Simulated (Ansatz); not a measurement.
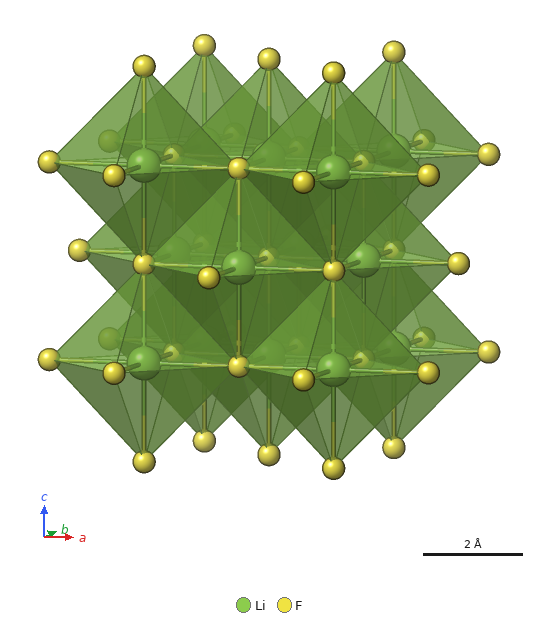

Figure 1. The structure as given in the input (polyhedral view of the cell 4 times as large as that of the calculation, set on its symmetry axes, seen slightly off an axis; polyhedra are completed across the faces of the cell).

Geometry relaxation, with input and output: LiF (part 1 of 2)

- system: LiF (Fm-3m, 2 atoms in the cell)
- method: DFT, PBE, plane waves, PAW, no spin polarisation (Ansatz 0.2.0)

The structure derives from an entry of the Crystallography Open Database.

Output
```
Engine: ansatz 0.2.0, x86_64-unknown-linux-gnu
Pseudopotentials: kind: paw
Pseudopotential: Li, paw, valence charge 3, recommended cutoff 420 eV (normal), Li.paw.azcp
Pseudopotential: F, paw, valence charge 7, recommended cutoff 420 eV (normal), F.paw.azcp
Functional definition: PBE
  parameter kappa = 0.804
  parameter beta = 0.06672455060314922
  exchange = pbe_x(kappa = kappa, mu = beta*pi^2/3)
  correlation = pbe_c(beta = beta)
Crystal: 2 atoms, lattice volume = 16.338 Å³
Basis set: ecut = 420 eV, 331 PW (Γ), exchange–correlation on 40×40×40 points (8 copies of the dense FFT grid, shifted against one another)
Bands: 9, of which v1, the nominal top of the filled ones, is band 5 counted from 1 (4 counted from 0)
Symmetry: 48 space group operations
Space group: Fm-3m (ITA 225), of the structure as read, at distance tolerance 2.5e-5 Å
k-points: 8 of 64
Non-local potential: Li, projectors of the file, l = 0: 3, l = 1: 2, l = 2: 1
Non-local potential: F, projectors of the file, l = 0: 2, l = 1: 2, l = 2: 1
PAW form: soft (Blöchl's): semilocal exchange-correlation on the pseudo side does not see the compensation charge
PAW one-centre angular grid: Li, 110 points (default); XC on 64 Gauss nodes
PAW one-centre angular grid: F, 110 points (default); XC on 64 Gauss nodes
Initial density: superposition of atomic densities (neutral atoms: chi_scale 0, normalization atom), corrected by the library's trained network
Initial wavefunctions: pseudopotential atomic-orbital guess
Functional: x = pbe(κ = 0.804, μ = 0.2195149727645171), c = pbe(β = 0.06672455060314922)
SCF iter   1: F=—  HF=-1016.165566 eV  |F-HF|=—  |Δ(HF+E_count)|=         —  Δρ=4.66e-4  dr2=4.07e-6  ethr=1.77e-3  ⟨swp⟩=5.5  Hψ=441  notcnv=0
preconditioner: auto → none  [insulator: Δε(μ)=9.078 eV  Ē_g=22.708 eV  σ=0.020 eV  W_gap=1.00  n_scr=0 (ndim 8)  ℏωp=26.0 eV  f_vac=0.000  D(μ)=0.00/eV (n_scr^D=0)  ε∞_Penn≈2.3]
SCF iter   2: F=—  HF=-1016.165698 eV  |F-HF|=—  |Δ(HF+E_count)|=   1.32e-4  Δρ=2.62e-4  dr2=2.30e-6  ethr=4.07e-8  ⟨swp⟩=2.0  Hψ=176  notcnv=0
SCF iter   3: F=—  HF=-1016.165743 eV  |F-HF|=—  |Δ(HF+E_count)|=   4.43e-5  Δρ=2.71e-4  dr2=7.06e-6  ethr=2.30e-8  ⟨swp⟩=2.0  Hψ=112  notcnv=0
SCF iter   4: F=—  HF=-1016.165742 eV  |F-HF|=—  |Δ(HF+E_count)|=   8.80e-7  Δρ=9.57e-5  dr2=9.65e-7  ethr=2.30e-8  ⟨swp⟩=2.1  Hψ=98  notcnv=0
iter 5 did not close the SCF: its close was put off for the readings that it lacked (scf_convergence_deferred on its scf_iter line)
SCF iter   5: F=-1016.165741 eV  HF=-1016.165741 eV  |F-HF|=4.47e-9  |Δ(HF+E_count)|=   2.11e-7  Δρ=6.44e-6  dr2=5.55e-9  ethr=9.65e-9  ⟨swp⟩=2.4  Hψ=97  notcnv=0
SCF iter   6: F=-1016.165741 eV  HF=-1016.165741 eV  |F-HF|=1.17e-10  |Δ(HF+E_count)|=   7.11e-9  Δρ=1.31e-6  dr2=1.69e-10  ethr=5.55e-11  ⟨swp⟩=3.8  Hψ=297  notcnv=0
SCF 1 converged in 6 iterations: F = -1016.165741 eV  dr2 = 1.69e-10
  greatest PAW one-centre occupation: 1.000 electrons in one spin orbital (limit 2), on the Li atom at site 0 (counted from 0), in its partial waves of l = 0
relax step   1: F+E_penalty+E_count = -1016.16574145 eV  Δ(F+E_penalty+E_count) = +0.000e0 eV  max|allowed force component| = 9.496e-29 eV/Å  Δτ_max = 0.0000 Å  P = +2.148 GPa  Ω = 16.338 Å³  (6 SCF iters, dr2 threshold 1.00e-7 eV, accepted)
Crystal: 2 atoms, lattice volume = 16.488 Å³
Initial density: handed on by an earlier stage of this run
Initial wavefunctions: those handed on with the density
iter 1 solved again at ethr=2.92e-7 eV; its pass at ethr=3.10e-3 eV (dr2=2.92e-5 eV) is discarded
SCF iter   1: F=—  HF=-1016.166673 eV  |F-HF|=—  |Δ(HF+E_count)|=         —  Δρ=6.35e-4  dr2=2.72e-5  ethr=2.92e-7  ⟨swp⟩=2.0  Hψ=573  notcnv=0
preconditioner: auto → none  [insulator: Δε(μ)=9.008 eV  Ē_g=22.618 eV  σ=0.020 eV  W_gap=1.00  n_scr=0 (ndim 8)  ℏωp=25.9 eV  f_vac=0.000  D(μ)=0.00/eV (n_scr^D=0)  ε∞_Penn≈2.3]
SCF iter   2: F=—  HF=-1016.166734 eV  |F-HF|=—  |Δ(HF+E_count)|=   6.06e-5  Δρ=1.99e-4  dr2=4.30e-6  ethr=2.72e-7  ⟨swp⟩=2.1  Hψ=100  notcnv=0
SCF iter   3: F=—  HF=-1016.166732 eV  |F-HF|=—  |Δ(HF+E_count)|=   1.60e-6  Δρ=1.19e-4  dr2=1.01e-6  ethr=4.30e-8  ⟨swp⟩=2.1  Hψ=97  notcnv=0
SCF iter   4: F=-1016.166732 eV  HF=-1016.166732 eV  |F-HF|=1.29e-8  |Δ(HF+E_count)|=   1.75e-7  Δρ=1.16e-5  dr2=1.30e-8  ethr=2.00e-9  ⟨swp⟩=4.8  Hψ=334  notcnv=0
SCF 2 converged in 4 iterations: F = -1016.166732 eV  dr2 = 1.30e-8
relax step   2: F+E_penalty+E_count = -1016.16673222 eV  Δ(F+E_penalty+E_count) = -9.908e-4 eV  max|allowed force component| = 1.271e-29 eV/Å  Δτ_max = 0.0000 Å  P = +1.379 GPa  Ω = 16.488 Å³  energy of the carried Pulay correction = -6.522e-4 eV  (4 SCF iters, dr2 threshold 2.00e-7 eV, accepted)
Crystal: 2 atoms, lattice volume = 16.763 Å³
iter 1 solved again at ethr=8.89e-7 eV; its pass at ethr=3.10e-3 eV (dr2=8.89e-5 eV) is discarded
SCF iter   1: F=—  HF=-1016.166703 eV  |F-HF|=—  |Δ(HF+E_count)|=         —  Δρ=1.13e-3  dr2=8.68e-5  ethr=8.89e-7  ⟨swp⟩=2.0  Hψ=577  notcnv=0
preconditioner: auto → none  [insulator: Δε(μ)=8.867 eV  Ē_g=22.442 eV  σ=0.020 eV  W_gap=1.00  n_scr=0 (ndim 8)  ℏωp=25.7 eV  f_vac=0.000  D(μ)=0.00/eV (n_scr^D=0)  ε∞_Penn≈2.3]
SCF iter   2: F=—  HF=-1016.166746 eV  |F-HF|=—  |Δ(HF+E_count)|=   4.25e-5  Δρ=3.59e-4  dr2=1.37e-5  ethr=8.68e-7  ⟨swp⟩=2.0  Hψ=97  notcnv=0
SCF iter   3: F=—  HF=-1016.166741 eV  |F-HF|=—  |Δ(HF+E_count)|=   4.65e-6  Δρ=2.15e-4  dr2=3.34e-6  ethr=1.37e-7  ⟨swp⟩=2.1  Hψ=96  notcnv=0
SCF iter   4: F=-1016.166741 eV  HF=-1016.166741 eV  |F-HF|=4.80e-8  |Δ(HF+E_count)|=   4.17e-7  Δρ=2.09e-5  dr2=3.95e-8  ethr=2.00e-9  ⟨swp⟩=5.1  Hψ=366  notcnv=0
SCF 3 converged in 4 iterations: F = -1016.166741 eV  dr2 = 3.95e-8
relax step   3: F+E_penalty+E_count = -1016.16674072 eV  Δ(F+E_penalty+E_count) = -8.505e-6 eV  max|allowed force component| = 5.267e-30 eV/Å  Δτ_max = 0.0000 Å  P = +0.026 GPa  Ω = 16.763 Å³  energy of the carried Pulay correction = -1.836e-3 eV  (4 SCF iters, dr2 threshold 2.00e-7 eV, accepted)
Initial wavefunctions: pseudopotential atomic-orbital guess (no wavefunctions were taken with the density)
iter 1 solved again at ethr=6.31e-7 eV; its pass at ethr=3.10e-3 eV (dr2=6.31e-5 eV) is discarded
SCF iter   1: F=—  HF=-1016.168681 eV  |F-HF|=—  |Δ(HF+E_count)|=         —  Δρ=3.06e-4  dr2=2.11e-6  ethr=6.31e-7  ⟨swp⟩=2.1  Hψ=605  notcnv=0
preconditioner: auto → none  [insulator: Δε(μ)=8.864 eV  Ē_g=22.439 eV  σ=0.020 eV  W_gap=1.00  n_scr=0 (ndim 8)  ℏωp=25.7 eV  f_vac=0.000  D(μ)=0.00/eV (n_scr^D=0)  ε∞_Penn≈2.3]
SCF iter   2: F=—  HF=-1016.168770 eV  |F-HF|=—  |Δ(HF+E_count)|=   8.95e-5  Δρ=1.28e-4  dr2=5.41e-7  ethr=2.11e-8  ⟨swp⟩=2.0  Hψ=112  notcnv=0
SCF iter   3: F=—  HF=-1016.168774 eV  |F-HF|=—  |Δ(HF+E_count)|=   3.39e-6  Δρ=5.48e-5  dr2=9.79e-8  ethr=5.41e-9  ⟨swp⟩=2.2  Hψ=98  notcnv=0
SCF iter   4: F=—  HF=-1016.168774 eV  |F-HF|=—  |Δ(HF+E_count)|=   5.58e-7  Δρ=5.68e-6  dr2=1.96e-9  ethr=9.79e-10  ⟨swp⟩=2.0  Hψ=104  notcnv=0
SCF iter   5: F=—  HF=-1016.168774 eV  |F-HF|=—  |Δ(HF+E_count)|=   3.26e-9  Δρ=8.35e-7  dr2=4.44e-11  ethr=1.96e-11  ⟨swp⟩=2.0  Hψ=96  notcnv=0
SCF iter   6: F=-1016.168774 eV  HF=-1016.168774 eV  |F-HF|=2.05e-12  |Δ(HF+E_count)|=  2.07e-10  Δρ=1.21e-7  dr2=1.25e-12  ethr=1.00e-12  ⟨swp⟩=4.0  Hψ=223  notcnv=0
SCF 4 converged in 6 iterations: F = -1016.168774 eV  dr2 = 1.25e-12
relax step   4: F+E_penalty+E_count = -1016.16877428 eV  Δ(F+E_penalty+E_count) = -2.034e-3 eV  max|allowed force component| = 8.456e-30 eV/Å  Δτ_max = 0.0000 Å  P = +0.302 GPa  Ω = 16.763 Å³  stress off target by 3.02e-1 GPa  SCF on the basis re-selected at this cell (its energy is not comparable with the rows above)  (6 SCF iters)
basis re-selected at this cell: Δ(F+E_penalty+E_count) = -2.034e-3 eV, ΔP = +0.276 GPa vs the last step (what re-selecting the basis moved, of the pressure what is left beyond the Pulay correction that the steps carried, after the strain that the cell walked since its last selection, with what the two solves' SCF thresholds leave and, on support functions, any second-order correction that the steps lacked; it is no measure of the basis error at this ecutwfc). This SCF's stress stands 3.02e-1 GPa from its target on what of the cell is left free (relax.cell.stress_tol is 5.00e-2 GPa) and its largest allowed force component is 8.46e-30 eV/Å (relax.f_tol is 5.00e-3 eV/Å): not within both, so this SCF does not close the relaxation
Crystal: 2 atoms, lattice volume = 16.825 Å³
iter 1 solved again at ethr=4.67e-8 eV; its pass at ethr=3.10e-3 eV (dr2=4.67e-6 eV) is discarded
SCF iter   1: F=—  HF=-1016.168486 eV  |F-HF|=—  |Δ(HF+E_count)|=         —  Δρ=2.52e-4  dr2=4.33e-6  ethr=4.67e-8  ⟨swp⟩=2.0  Hψ=548  notcnv=0
preconditioner: auto → none  [insulator: Δε(μ)=8.832 eV  Ē_g=22.399 eV  σ=0.020 eV  W_gap=1.00  n_scr=0 (ndim 8)  ℏωp=25.6 eV  f_vac=0.000  D(μ)=0.00/eV (n_scr^D=0)  ε∞_Penn≈2.3]
SCF iter   2: F=—  HF=-1016.168560 eV  |F-HF|=—  |Δ(HF+E_count)|=   7.35e-5  Δρ=8.45e-5  dr2=8.22e-7  ethr=4.33e-8  ⟨swp⟩=2.0  Hψ=101  notcnv=0
SCF iter   3: F=-1016.168559 eV  HF=-1016.168559 eV  |F-HF|=7.86e-8  |Δ(HF+E_count)|=   2.96e-7  Δρ=5.03e-5  dr2=1.85e-7  ethr=2.00e-9  ⟨swp⟩=8.0  Hψ=480  notcnv=0
SCF 5 converged in 3 iterations: F = -1016.168559 eV  dr2 = 1.85e-7
relax step   5: F+E_penalty+E_count = -1016.16855932 eV  Δ(F+E_penalty+E_count) = +2.150e-4 eV  max|allowed force component| = 6.276e-30 eV/Å  Δτ_max = 0.0000 Å  P = +0.038 GPa  Ω = 16.825 Å³  energy of the carried Pulay correction = -2.803e-4 eV  (3 SCF iters, dr2 threshold 2.00e-7 eV, accepted)
iter 1 solved again at ethr=1.11e-6 eV; its pass at ethr=3.10e-3 eV (dr2=1.11e-4 eV) is discarded
SCF iter   1: F=—  HF=-1016.168879 eV  |F-HF|=—  |Δ(HF+E_count)|=         —  Δρ=4.96e-5  dr2=1.68e-7  ethr=1.11e-6  ⟨swp⟩=2.2  Hψ=606  notcnv=0
eigensolver tolerance schedule: the retry pair's looser diagonalisation over-reported the residual by 661.89 of it (diagonalisation noise at 0.31 of the residual, at the tolerance the schedule requests for it); recorded, not acted on — ethr = c·dr2/N_el stays at c = 1.0e-1
preconditioner: auto → none  [insulator: Δε(μ)=8.831 eV  Ē_g=22.399 eV  σ=0.020 eV  W_gap=1.00  n_scr=0 (ndim 8)  ℏωp=25.6 eV  f_vac=0.000  D(μ)=0.00/eV (n_scr^D=0)  ε∞_Penn≈2.3]
SCF iter   2: F=—  HF=-1016.168951 eV  |F-HF|=—  |Δ(HF+E_count)|=   7.17e-5  Δρ=3.02e-5  dr2=4.90e-8  ethr=1.68e-9  ⟨swp⟩=2.0  Hψ=112  notcnv=0
SCF iter   3: F=—  HF=-1016.168951 eV  |F-HF|=—  |Δ(HF+E_count)|=   6.38e-8  Δρ=1.57e-5  dr2=2.53e-8  ethr=4.90e-10  ⟨swp⟩=2.0  Hψ=99  notcnv=0
SCF iter   4: F=—  HF=-1016.168951 eV  |F-HF|=—  |Δ(HF+E_count)|=   1.52e-8  Δρ=5.19e-6  dr2=3.01e-9  ethr=2.53e-10  ⟨swp⟩=2.5  Hψ=107  notcnv=0
SCF iter   5: F=—  HF=-1016.168951 eV  |F-HF|=—  |Δ(HF+E_count)|=  8.92e-10  Δρ=1.25e-6  dr2=2.08e-10  ethr=3.01e-11  ⟨swp⟩=2.1  Hψ=97  notcnv=0
SCF iter   6: F=-1016.168951 eV  HF=-1016.168951 eV  |F-HF|=0.00e0  |Δ(HF+E_count)|=  2.54e-11  Δρ=7.38e-8  dr2=4.27e-13  ethr=1.00e-12  ⟨swp⟩=3.1  Hψ=282  notcnv=0
SCF 6 converged in 6 iterations: F = -1016.168951 eV  dr2 = 4.27e-13
relax step   6: F+E_penalty+E_count = -1016.16895077 eV  Δ(F+E_penalty+E_count) = -3.914e-4 eV  max|allowed force component| = 9.996e-30 eV/Å  Δτ_max = 0.0000 Å  P = +0.049 GPa  Ω = 16.825 Å³  stress off target by 4.95e-2 GPa  SCF on the basis re-selected at this cell (its energy is not comparable with the rows above)  (6 SCF iters)
```
